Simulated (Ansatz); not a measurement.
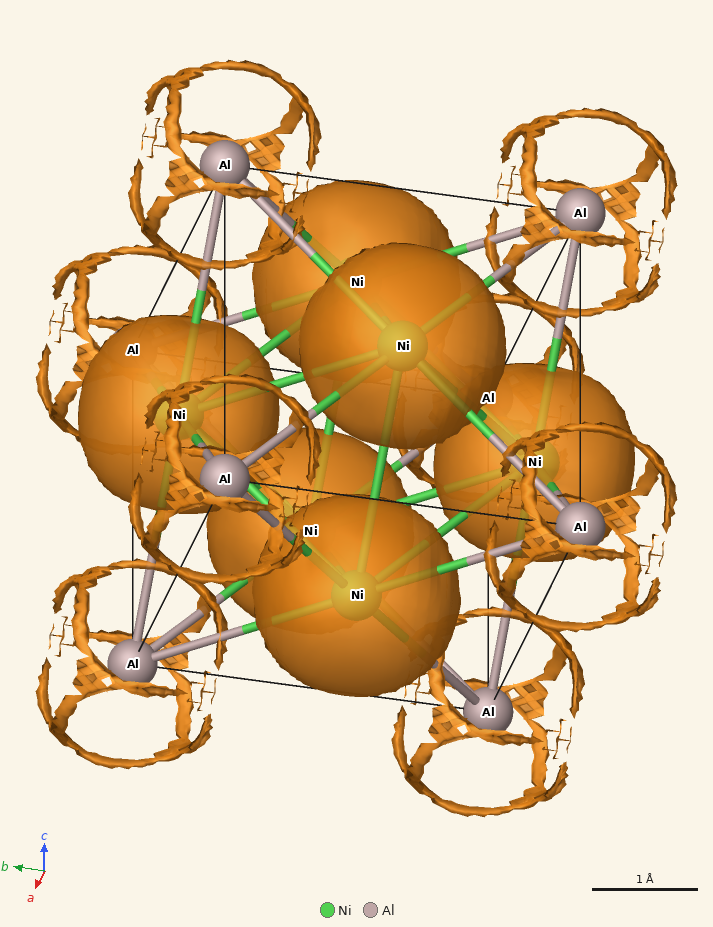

Figure. AlNi₃. Isosurface of the magnetisation density (up minus down) at +0.03 e/Å³ (orange), seen at an oblique angle. Sticks mark near contacts.

Space group Pm-3m; a structure from a database of computed crystals, not necessarily the ambient phase; computed pressure about 18 GPa in this cell; spin-polarised.

Computed with Kohn-Sham DFT of a periodic cell, PBE, Ansatz PAW (Ansatz).

In a PAW calculation such maps are meaningful between the atoms, not at the nuclei.

```
CELL_PARAMETERS angstrom
3.52305 0.00000 0.00000
0.00000 3.52305 0.00000
0.00000 0.00000 3.52305
ATOMIC_POSITIONS crystal
Ni 0.50000 0.50000 0.00000
Ni 0.50000 0.00000 0.50000
Ni 0.00000 0.50000 0.50000
Al 0.00000 0.00000 0.00000
```

Which atoms carry the moments, and with what signs?

The spin density sits on Ni: +1.1 μB (×3) in one cell of 4 atoms, with smaller moments on other sites: Al (up to +0.14 μB): parallel main moments (a ferromagnetic arrangement) in this solution. The cell of the calculation (4 atoms) carries 3.8 μB of net spin moment.
